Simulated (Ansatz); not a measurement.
System: Ir (interface cell).

Input file:

```
crystal:
  lattice:
    - [2.7084020135, 0.0, 0.0]
    - [0.0, 11.4907765796, 0.0]
    - [0.0, 0.0, 16.5504120811]
  atoms:
    - { symbol: Ir, position: [1.0, 0.5555555556, 0.0953508327] }
    - { symbol: Ir, position: [0.0, 0.1111111111, 0.2044478953] }
    - { symbol: Ir, position: [1.0, 0.6666666667, 0.3135449578] }
    - { symbol: Ir, position: [0.0, 0.2222222222, 0.4226420204] }
    - { symbol: Ir, position: [0.0, 0.7777777778, 0.0408023014] }
    - { symbol: Ir, position: [1.0, 0.3333333333, 0.149899364] }
    - { symbol: Ir, position: [0.0, 0.8888888889, 0.2589964265] }
    - { symbol: Ir, position: [0.0, 0.4444444444, 0.3680934891] }
    - { symbol: Ir, position: [0.5, 0.3888888889, 0.0135280358] }
    - { symbol: Ir, position: [0.5, 0.9444444444, 0.1226250983] }
    - { symbol: Ir, position: [0.5, 0.5, 0.2317221609] }
    - { symbol: Ir, position: [0.5, 0.0555555556, 0.3408192235] }
    - { symbol: Ir, position: [0.5, 0.6111111111, 0.449916286] }
    - { symbol: Ir, position: [0.5, 0.1666666667, 0.068076567] }
    - { symbol: Ir, position: [0.5, 0.7222222222, 0.1771736296] }
    - { symbol: Ir, position: [0.5, 0.2777777778, 0.2862706922] }
    - { symbol: Ir, position: [0.5, 0.8333333333, 0.3953677547] }
    - { symbol: Ir, position: [0.0, 0.0, 0.4771905517] }
    - { symbol: Ir, position: [1.0, 0.0555555556, 0.8955859489] }
    - { symbol: Ir, position: [0.0, 0.6111111111, 0.7864888863] }
    - { symbol: Ir, position: [0.0, 0.1666666667, 0.6773918237] }
    - { symbol: Ir, position: [0.0, 0.7222222222, 0.5682947612] }
    - { symbol: Ir, position: [0.0, 0.2777777778, 0.9501344802] }
    - { symbol: Ir, position: [0.0, 0.8333333333, 0.8410374176] }
    - { symbol: Ir, position: [0.0, 0.3888888889, 0.731940355] }
    - { symbol: Ir, position: [0.0, 0.9444444444, 0.6228432925] }
    - { symbol: Ir, position: [0.5, 0.8888888889, 0.9774087458] }
    - { symbol: Ir, position: [0.5, 0.4444444444, 0.8683116832] }
    - { symbol: Ir, position: [0.5, 0.0, 0.7592146207] }
    - { symbol: Ir, position: [0.5, 0.5555555556, 0.6501175581] }
    - { symbol: Ir, position: [0.5, 0.1111111111, 0.5410204955] }
    - { symbol: Ir, position: [0.5, 0.6666666667, 0.9228602145] }
    - { symbol: Ir, position: [0.5, 0.2222222222, 0.8137631519] }
    - { symbol: Ir, position: [0.5, 0.7777777778, 0.7046660894] }
    - { symbol: Ir, position: [0.5, 0.3333333333, 0.5955690268] }
    - { symbol: Ir, position: [0.0, 0.5, 0.5137462299] }
basis:
  ecutwfc: 420
kpoints:
  mp_grid: { grid: [12, 4, 2] }
hamiltonian:
  xc: pbesol
scf:
  occupations: { method: gaussian, width: 0.1 }
output:
  forces: true
  stress: true
  eigenvalues: true
  populations: true
  write_density: true
  write_potential: true
  elf: true
  volumetric_format: npy
relax:
  adjacent_minimum: "off"
  f_tol: 0.02
  max_steps: 60
  cell: { fix: [a, b, alpha, beta, gamma], stress_tol: 0.1 }
```

Launched as:

```sh
ansatz run input.yaml --threads 4 --pin off --max-ram 11264MiB --backend cpu --events-out ev --progress --plain --runs-dir out
```

The fields are those of the run's last geometry, not of the input's.

Computed without spin polarisation.

The calculation used DFT PBEsol, scalar-relativistic, plane waves, PAW in Ansatz.

Question: What can the converged valence pseudo-density and electron localisation function tell about the bonding?

Answer: Ir–Ir (2.71 Å): the density is about 0.45 e/Å³ at the midpoint; the ELF is about 0.35 at the midpoint.
Ir–Ir (2.71 Å): ρ at the midpoint is about 0.45 e/Å³; the ELF is about 0.35 at the midpoint.

Question: Does the calculation give a band gap?

Answer: It is gapless in this calculation (a metal or semimetal).

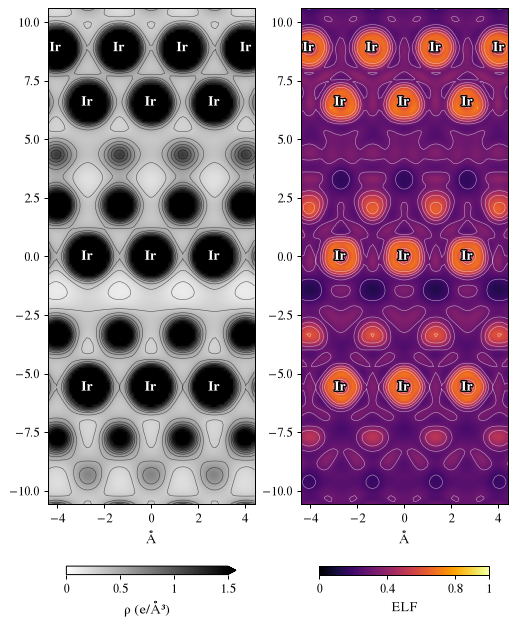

Computed valence pseudo-density and electron localisation function on the (011) plane of the calculation cell, in this order. Atoms just off the plane (Ir, 0.6 Å away) can leave unmarked features too.

Core electrons are frozen (PAW), and the valence fields are smoothed inside the atomic spheres.
